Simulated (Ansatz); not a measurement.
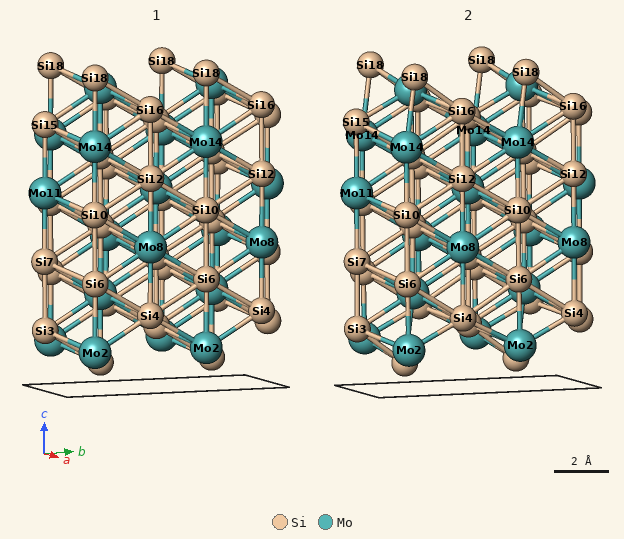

Two geometries of a slab of composition Si$_{2}$Mo (cut from the I4/mmm phase), drawn at one scale. One is the start of a relaxation, the other its converged end. The picture is a ball-and-stick view of the 1 × 2 repeat of the cell, outlined in the plane, without the vacuum (origin shifted), seen slightly off an axis.

Computed with DFT PBEsol, scalar-relativistic, plane waves, PAW in Ansatz 0.2.0. Set-up: plane-wave cutoff 420 eV; k-point mesh 8 × 8 × 1; occupations gaussian; smearing width 0.1 eV; no spin polarisation; dipole correction; atoms relaxed in a fixed cell; force threshold 0.02 eV/Å; at most 60 steps.

Q: Which geometry has the lower energy?

A: Structure 2 is the relaxed one. Case: (1 1 2) slab, atoms relaxed. The slab is the (1 1 2) face of Si2Mo. The largest moves relative to the layer's centre, 0.31 Å, are those of Si atoms. By element the largest moves are Si 0.31 Å, Mo 0.11 Å. The cell doesn't change. Some distances before and after: Si–Si 2.619 → 2.934 Å, Si–Si 2.580 → 2.362 Å, Mo–Si 2.599 → 2.474 Å, Mo–Si 2.599 → 2.693 Å. Among the angles between lasting bonds that change: Mo–Si–Mo 120.5° → 130.3°, Si–Si–Mo 60.2° → 65.5°. The energy falls by 0.599 eV per cell of the calculation in 6 accepted moves (7 points after the start). Largest force component: 1.4 eV/Å at the start, 0.01 eV/Å at the end. 1 step only repeated the SCF at the same geometry.
